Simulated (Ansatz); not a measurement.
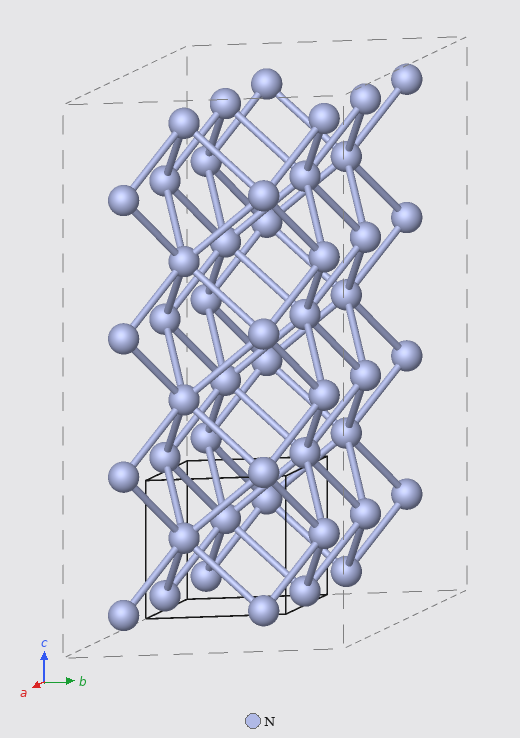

The figure gives a ball-and-stick picture of the atoms, viewed slightly off an axis. One conventional unit cell is drawn solid; the view covers 3×2×4 cells. Cell: a = 2.519 Å, b = 2.519 Å, c = 2.446 Å, α = 90.00°, β = 90.00°, γ = 120.00°.

Give a description of the structure.

- The element is nitrogen.
- The structure has P6_3/mmc (No. 194) symmetry and a primitive hexagonal lattice.
- The cell holds two atoms.
- The N atoms are each bonded to six N in a trigonal prismatic arrangement at about 1.9 Å.
- The bonds build a three-dimensional framework.

It goes back to a structure listed in the Materials Project. Earlier steps of the study may have refined or changed the cell and positions. It was run through Ansatz as a DFT input.
